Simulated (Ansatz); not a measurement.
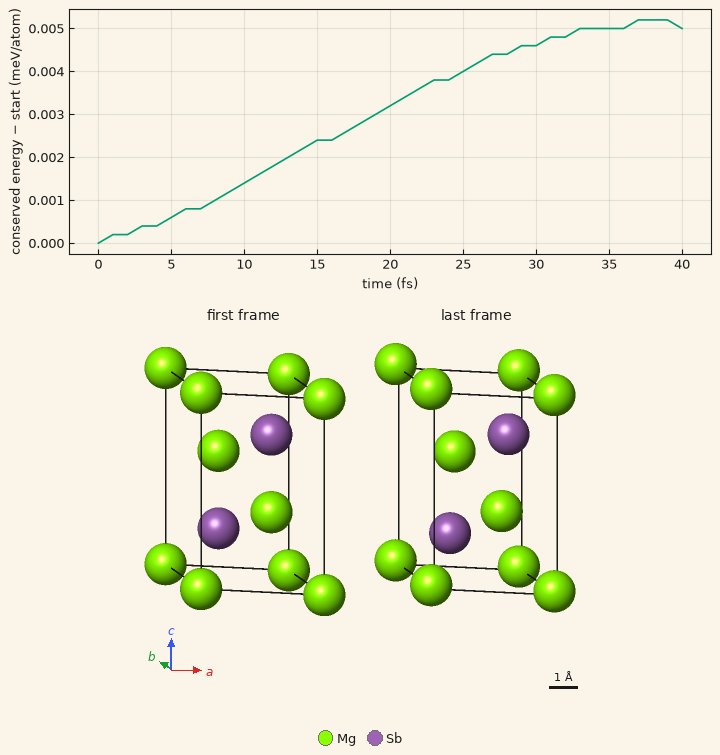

Molecular dynamics of a 5-atom cell of Mg3Sb2 (set up in P-3m1), 40 fs long. Style: spheres-only. Shown: the simulation cell, slightly off an axis.

Level of theory: Ansatz, DFT, PAW plane waves, PBE. Run with plane-wave cutoff 420 eV; k-point mesh 4 × 4 × 2; Fermi-Dirac smearing 0.1 eV; Nosé-Hoover thermostat (NVT); set temperature 600 K; time step 1 fs.

Input
```yaml
crystal:
  lattice:
    - [4.64024005, 6.1e-07, 0.0]
    - [-2.32012, 4.01856578, 0.0]
    - [0.0, 0.0, 7.336074]
  atoms:
    - { symbol: Mg, position: [0.3333, 0.6667, 0.63] }
    - { symbol: Mg, position: [0.6667, 0.3333, 0.37] }
    - { symbol: Sb, position: [0.3333, 0.6667, 0.235] }
    - { symbol: Sb, position: [0.6667, 0.3333, 0.765] }
    - { symbol: Mg, position: [0.0, 0.0, 0.0] }
kpoints:
  mp_grid: { grid: [4, 4, 2] }
magnetization:
  spin_polarized: false
scf:
  occupations: { method: fermi_dirac, width: 0.1 }
hamiltonian:
  pseudopotentials: { kind: paw }
  xc: pbe
basis:
  ecutwfc: 420
md:
  timestep: 1.0
  n_steps: 40
  ensemble: nvt_nose_hoover
  temperature: 600.0
  initial_velocities: maxwell_boltzmann
  seed: 249500
```

Launched with:
```bash
ansatz run input.yaml --threads 2 --pin off --max-ram 2560MiB --backend cpu --events-out ev --progress --plain --runs-dir out
```

Check the integration.

The conserved quantity stays between 0 and 0.0052 meV per atom of its start. A straight-line fit has a slope that amounts to +0.0058 meV per atom over 40 fs (under 0.1 % of the mean kinetic energy), and the ripple about it is under 0.1 % of the kinetic energy's fluctuation. With a drift under 2 % and a ripple under 7 %, the integration is accurate. Over the second half the temperature averages 472 K (spread ±33 K). The potential energy is still drifting at the end, so the run hasn't reached equilibrium. The potential energy in the second half lies on average 13.5 meV per atom above the first frame.

Cost: 2.3 min on 2 threads of Arm Neoverse N1 (shared host), peak memory 0.41 GiB.
